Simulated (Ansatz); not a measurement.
**Geometry relaxation of C**

C (P6/mmm, 2 atoms in the cell), computed with DFT PBE+D3(BJ), scalar-relativistic, plane waves, PAW, no spin polarisation (Ansatz 0.2.0).

The structure derives from a Materials Project entry.

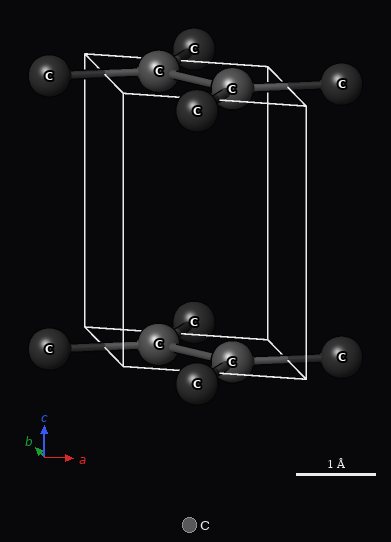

The input geometry (ball-and-stick view of the cell of the calculation, seen slightly off an axis; neighbours outside the cell are drawn fainter). An atom can appear more than once, as a periodic image. Near neighbours in the periodic cell (some may lie outside the picture): C has 3 C at 1.42 Å.

**Summary**

| quantity | value |
| --- | --- |
| outcome | converged |
| space group (tolerance 0.01 Å) | P6/mmm (191) |
| electrons treated | 8 |
| free energy | −502.1531 eV |
| Fermi energy | 6.334 eV |
| gap on the k-point mesh | none (metallic) |
| pressure | −0.01 GPa |
| final volume | 18.77 Å³ |
| largest force (length of the vector) at the end | under 0.001 eV/Å |
| final cell | a = 2.465 Å, b = 2.465 Å, c = 3.567 Å, α = 90.00°, β = 90.00°, γ = 120.00° |
| hardware | 2 threads of Intel Xeon (Sapphire Rapids), 192 GiB of memory available, shared host |
| wall time | 2.9 s (CPU time 5.2 s) |
| peak memory | 0.4 GiB |

**Input file**
```yaml
crystal:
  lattice:
    - [2.4647381785, 0.0, 0.0]
    - [-1.2323690892, 2.1345258762, 0.0]
    - [0.0, 0.0, 3.5674266122]
  atoms:
    - { symbol: C, position: [0.3333333333, 0.6666666667, 0.0] }
    - { symbol: C, position: [0.6666666667, 0.3333333333, 0.0] }
basis:
  ecutwfc: 420
kpoints:
  mp_grid: { grid: [18, 18, 12] }
hamiltonian:
  xc: pbe
  dispersion: d3bj
scf:
  occupations: { method: gaussian, width: 0.1 }
output:
  forces: true
  stress: true
  eigenvalues: true
  write_density: true
  write_potential: true
  elf: true
  volumetric_format: npy
relax:
  adjacent_minimum: "off"
  f_tol: 0.005
  max_steps: 80
  cell: { stress_tol: 0.05 }
```

Run as:
```bash
ansatz run input.yaml --threads 2 --pin off --max-ram 5120MiB --backend cpu --events-out ev --progress --plain --runs-dir out
```

**What the program printed**
```
Engine: ansatz 0.2.0, x86_64-unknown-linux-gnu
Pseudopotentials: kind: paw
Pseudopotential: C, paw, valence charge 4, recommended cutoff 420 eV (normal), C.paw.azcp
Functional definition: PBE
  parameter kappa = 0.804
  parameter beta = 0.06672455060314922
  exchange = pbe_x(kappa = kappa, mu = beta*pi^2/3)
  correlation = pbe_c(beta = beta)
Crystal: 2 atoms, lattice volume = 18.768 Å³
Basis set: ecut = 420 eV, 341 PW (Γ), exchange–correlation on 36×36×48 points (8 copies of the dense FFT grid, shifted against one another)
Bands: 8, of which v1, the nominal top of the filled ones, is band 4 counted from 1 (3 counted from 0)
Symmetry: 24 space group operations
Space group: P6/mmm (ITA 191), of the structure as read, at distance tolerance 2.7e-5 Å
k-points: 259 of 3888
Non-local potential: C, projectors of the file, l = 0: 2, l = 1: 2, l = 2: 1
PAW form: soft (Blöchl's): semilocal exchange-correlation on the pseudo side does not see the compensation charge
PAW one-centre angular grid: C, 110 points (default); XC on 64 Gauss nodes
Initial density: superposition of atomic densities (neutral atoms: chi_scale 0, normalization atom), corrected by the library's trained network
Initial wavefunctions: pseudopotential atomic-orbital guess
Functional: x = pbe(κ = 0.804, μ = 0.2195149727645171), c = pbe(β = 0.06672455060314922)
SCF iter   1: F=—  HF=-502.153279 eV  |F-HF|=—  |Δ(HF+E_count)|=         —  Δρ=2.98e-3  dr2=2.24e-3  ethr=1.77e-3  ⟨swp⟩=3.9  Hψ=13450  notcnv=0
preconditioner: auto → none  [metal: Δε(μ)=0.000 eV  Ē_g=18.281 eV  σ=0.100 eV  W_gap=0.00  n_scr=2 (ndim 8)  ℏωp=24.2 eV  f_vac=0.050  D(μ)=0.02/eV (n_scr^D=0)  sad-step TF]
SCF iter   2: F=—  HF=-502.153419 eV  |F-HF|=—  |Δ(HF+E_count)|=   1.40e-4  Δρ=1.96e-3  dr2=1.19e-3  ethr=2.80e-5  ⟨swp⟩=1.2  Hψ=4190  notcnv=0
SCF iter   3: F=—  HF=-502.153112 eV  |F-HF|=—  |Δ(HF+E_count)|=   3.07e-4  Δρ=3.84e-4  dr2=3.31e-5  ethr=1.48e-5  ⟨swp⟩=2.9  Hψ=3155  notcnv=0
SCF iter   4: F=—  HF=-502.153138 eV  |F-HF|=—  |Δ(HF+E_count)|=   2.64e-5  Δρ=1.01e-4  dr2=2.01e-6  ethr=4.13e-7  ⟨swp⟩=2.0  Hψ=2372  notcnv=0
iter 5 did not close the SCF: its close was put off for the readings that it lacked (scf_convergence_deferred on its scf_iter line)
SCF iter   5: F=-502.153138 eV  HF=-502.153138 eV  |F-HF|=1.31e-9  |Δ(HF+E_count)|=   5.07e-7  Δρ=1.14e-5  dr2=9.54e-9  ethr=2.52e-8  ⟨swp⟩=2.6  Hψ=3133  notcnv=0
SCF iter   6: F=-502.153138 eV  HF=-502.153138 eV  |F-HF|=1.03e-11  |Δ(HF+E_count)|=   2.53e-9  Δρ=6.53e-7  dr2=3.79e-11  ethr=1.19e-10  ⟨swp⟩=5.6  Hψ=10307  notcnv=0
SCF 1 converged in 6 iterations: F = -502.153138 eV  dr2 = 3.79e-11
  greatest PAW one-centre occupation: 0.673 electrons in one spin orbital (limit 2), on the C atom at site 1 (counted from 0), in its partial waves of l = 0
relax step   1: F+E_penalty+E_count = -502.15313781 eV  Δ(F+E_penalty+E_count) = +0.000e0 eV  max|allowed force component| = 5.366e-16 eV/Å  Δτ_max = 0.0000 Å  P = -0.010 GPa  Ω = 18.768 Å³  (6 SCF iters, dr2 threshold 1.00e-7 eV, accepted)
Initial density: handed on by an earlier stage of this run
Initial wavefunctions: pseudopotential atomic-orbital guess (no wavefunctions were taken with the density)
iter 1 solved again at ethr=1.15e-7 eV; its pass at ethr=3.10e-3 eV (dr2=9.24e-6 eV) is discarded
SCF iter   1: F=—  HF=-502.153129 eV  |F-HF|=—  |Δ(HF+E_count)|=         —  Δρ=3.63e-6  dr2=2.21e-9  ethr=1.15e-7  ⟨swp⟩=3.3  Hψ=19734  notcnv=0
eigensolver tolerance schedule: the retry pair's looser diagonalisation over-reported the residual by 4183.59 of it (diagonalisation noise at 0.18 of the residual, at the tolerance the schedule requests for it); recorded, not acted on — ethr = c·dr2/N_el stays at c = 1.0e-1
preconditioner: auto → none  [metal: Δε(μ)=0.237 eV  Ē_g=18.256 eV  σ=0.100 eV  W_gap=0.50  n_scr=2 (ndim 8)  ℏωp=24.2 eV  f_vac=0.056  D(μ)=0.02/eV (n_scr^D=0)]
SCF iter   2: F=—  HF=-502.153138 eV  |F-HF|=—  |Δ(HF+E_count)|=   8.74e-6  Δρ=1.94e-6  dr2=8.28e-10  ethr=2.76e-11  ⟨swp⟩=3.6  Hψ=4095  notcnv=0
SCF iter   3: F=—  HF=-502.153138 eV  |F-HF|=—  |Δ(HF+E_count)|=   1.97e-9  Δρ=1.25e-6  dr2=3.14e-10  ethr=1.04e-11  ⟨swp⟩=2.0  Hψ=2376  notcnv=0
SCF iter   4: F=—  HF=-502.153138 eV  |F-HF|=—  |Δ(HF+E_count)|=   1.57e-9  Δρ=4.90e-7  dr2=3.92e-11  ethr=3.93e-12  ⟨swp⟩=2.2  Hψ=3025  notcnv=0
SCF iter   5: F=—  HF=-502.153138 eV  |F-HF|=—  |Δ(HF+E_count)|=  2.26e-10  Δρ=3.41e-7  dr2=2.28e-11  ethr=1.00e-12  ⟨swp⟩=5.5  Hψ=7104  notcnv=0
SCF iter   6: F=-502.153138 eV  HF=-502.153138 eV  |F-HF|=4.01e-11  |Δ(HF+E_count)|=  1.21e-10  Δρ=1.72e-7  dr2=5.36e-12  ethr=1.00e-12  ⟨swp⟩=5.3  Hψ=7082  notcnv=0
SCF 2 converged in 6 iterations: F = -502.153138 eV  dr2 = 5.36e-12
relax step   2: F+E_penalty+E_count = -502.15313781 eV  Δ(F+E_penalty+E_count) = +5.116e-13 eV  max|allowed force component| = 4.441e-16 eV/Å  Δτ_max = 0.0000 Å  P = -0.010 GPa  Ω = 18.768 Å³  stress off target by 1.44e-2 GPa  SCF on the basis re-selected at this cell (its energy is not comparable with the rows above)  (6 SCF iters)
```

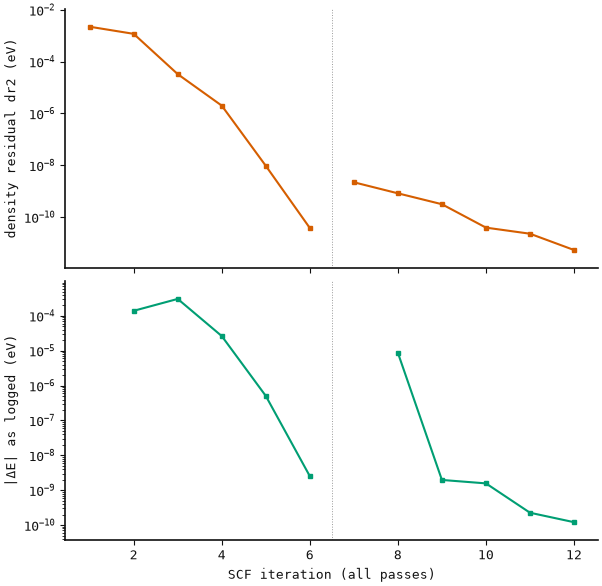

Convergence of the self-consistent field: density residual dr2 and size of the energy change against the SCF iteration. The dotted lines part the SCF passes of the relaxation: geometry steps, rejected trials and re-solves on a re-selected basis. The passes take 6 and 6 iterations.

```
basis re-selected at this cell: Δ(F+E_penalty+E_count) = +5.116e-13 eV, ΔP = -0.000 GPa vs the last step (what re-selecting the basis moved, of the pressure what is left beyond the Pulay correction that the steps carried, after the strain that the cell walked since its last selection, with what the two solves' SCF thresholds leave and, on support functions, any second-order correction that the steps lacked; it is no measure of the basis error at this ecutwfc). This SCF's stress stands 1.44e-2 GPa from its target on what of the cell is left free (relax.cell.stress_tol is 5.00e-2 GPa) and its largest allowed force component is 4.44e-16 eV/Å (relax.f_tol is 5.00e-3 eV/Å): within both
SCF converged after 6 iterations
Free energy (F): -502.153138 eV
Harris-Foulkes:  -502.153138 eV  (|F-HF|=4.01e-11)
Internal energy: -502.153021 eV  (E = F + TS)
E sigma→0 (E₀):  -502.153079 eV
Entropy (-TS):   -0.000117 eV (-0.059 meV/atom)
Fermi energy:    6.334245 eV
--- Per-component energies (eV) ---
  E_band       = -22.392355
  E_kinetic    = 181.889296
  E_local      = -339.303540  (includes V_loc(G=0)·N_el)
  E_nonlocal   = 54.613910
  E_hartree    = 106.451958
  E_xc         = -96.019508
  E_vxc        = -118.880855  (∫ρ·V_xc dr)
  E_paw        = -198.694609  (= ΣΔE_a)
  E_vpaw       = -13.615136  (= ΣTr[D̂ρ^β])
  E_aug_tail   = 0.000015  (compensation charges beyond the density's cutoff)
  E_ewald      = -210.800109
  E_disp       = -0.290434  (pairwise vdW)
  E_smearing   = -0.000117  (= −TS)
  E_closure    = 0.000000  (closes the sum)
  Σ components = -502.153138   (vs F -502.153138, Δ=0.00e0)
--- Forces (eV/Å), atoms counted from 1 ---
  atom   1  C      0.00000000    -0.00000000     0.00000000
  atom   2  C     -0.00000000     0.00000000     0.00000000
  max |Σ_I F_I| component: 1.48e-16 eV/Å
--- Stress (GPa, compression-positive) ---
       -0.014427      -0.000000       0.000000
       -0.000000      -0.014427       0.000000
        0.000000       0.000000      -0.002393
  P = ⅓ Tr σ = -0.0104 GPa (-0.104 kbar)
--- Band table (eV; the first three rows and the last of 259) ---
  k-point 0: bands = ["-13.2711", "-0.5270", "3.3066", "3.3066", "10.1829", "14.6645", "14.6645", "17.9184"]
  k-point 1: bands = ["-13.2592", "-0.6409", "3.3064", "3.3064", "10.4588", "14.6676", "14.6676", "17.8899"]
  k-point 2: bands = ["-13.2265", "-0.9340", "3.3097", "3.3097", "11.2334", "14.6784", "14.6784", "17.8347"]
  k-point 258: bands = ["-6.1966", "-6.1966", "-4.1821", "5.8957", "5.8957", "15.5954", "21.0197", "21.0197"]
--- Relaxed structure (1 steps of the walk, 1 accepted, 1 SCFs on fresh bases) ---
  F+E_penalty+E_count = -502.15313781 eV   max|allowed force component| = 4.441e-16 eV/Å   (the final SCF, on the basis selected at the relaxed cell)
  cell:  # Å, volume = 18.7684 Å³
    - [2.464738178466292, -2.8867529213434516e-11, 0.0]
    - [-1.232369089208146, 2.134525876243626, 0.0]
    - [0.0, 0.0, 3.5674266122]
  atoms:
    - { symbol: C, position: [0.33333333333333326, 0.6666666666666666, 0.0] }
    - { symbol: C, position: [0.6666666666666667, 0.33333333333333326, 0.0] }
```

**Trajectory as extended XYZ (Å, eV, eV/Å), 2 frames, from step=1 to step=2**
```
2
Lattice="2.4647 0.0000 0.0000 -1.2324 2.1345 0.0000 0.0000 0.0000 3.5674" Properties=species:S:1:pos:R:3:forces:R:3 step=1 energy=-502.15314 pressure_GPa=-0.01
C     0.0000    1.4230    0.0000    0.0000   0.0000   0.0000
C     1.2324    0.7115    0.0000    0.0000   0.0000   0.0000
2
Lattice="2.4647 0.0000 0.0000 -1.2324 2.1345 0.0000 0.0000 0.0000 3.5674" Properties=species:S:1:pos:R:3:forces:R:3 step=2 energy=-502.15314 pressure_GPa=-0.01
C     0.0000    1.4230    0.0000    0.0000   0.0000   0.0000
C     1.2324    0.7115    0.0000    0.0000   0.0000   0.0000
```

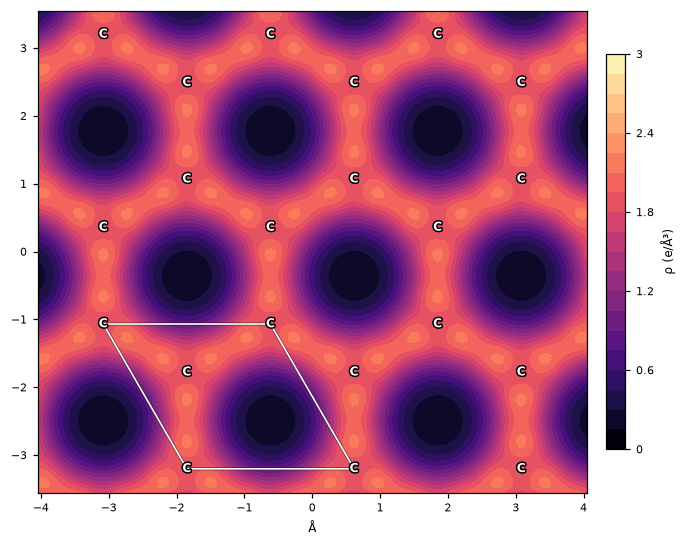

Valence electron density on the (001) plane of the conventional cell. C–C (1.42 Å): ρ at the midpoint is about 2 e/Å³. Away from the nuclei the density in this plane falls to 0.15 e/Å³ at its lowest. In a PAW calculation such maps are meaningful between the atoms, not at the nuclei.

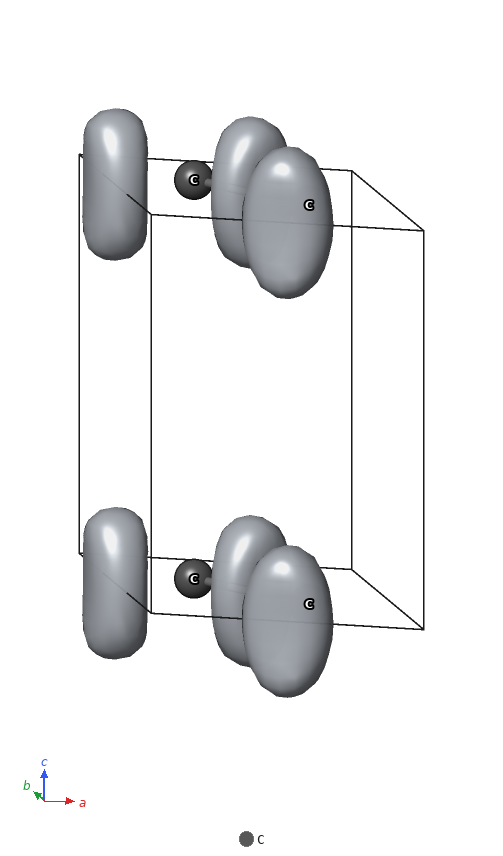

Isosurface of the electron localisation function at 0.8 (grey), seen slightly off an axis. Only the valence region is drawn (cores and ρ < 0.01 e/Å³ removed). Sticks mark near contacts. The outline is the cell set on symmetry axes. Profiles from the grid: C–C (1.42 Å): the ELF peaks at about 0.95 between the atoms (localised, shared-pair bonding).
